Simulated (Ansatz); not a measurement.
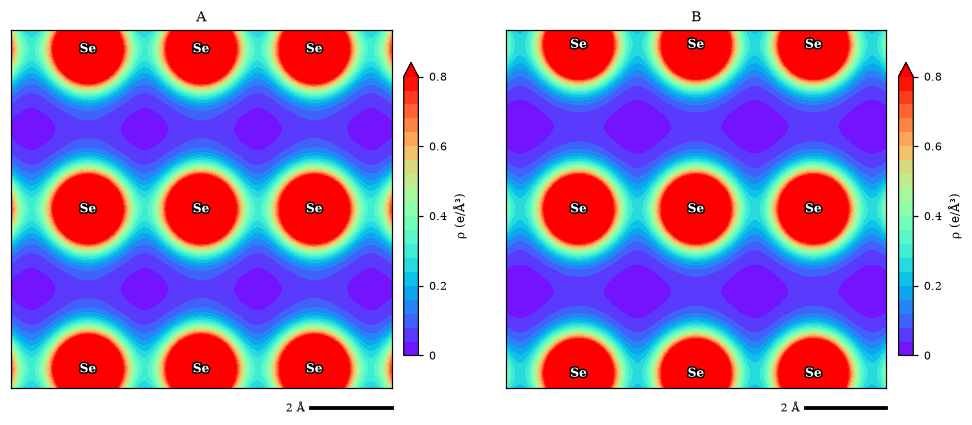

Se. The valence electron density of two cells that differ in size and shape, on the (011) plane of each (indices in the axes of the calculation cell), at one length scale and on one colour scale: B has 24.6 Å³ an atom and A 22.0.

Theory: DFT PBE, scalar-relativistic, plane waves, PAW in Ansatz.

The density is the valence pseudo-density of a PAW calculation; it isn't the true density close to the nuclei.

> What does the compression do to the bonding and the properties?

From the larger cell to the smaller, Se–Se goes from 2.91 to 2.80 Å, and the density at its midpoint from 0.26 to 0.31 e/Å³; the pressure goes from −4.8 to 2.1 GPa.
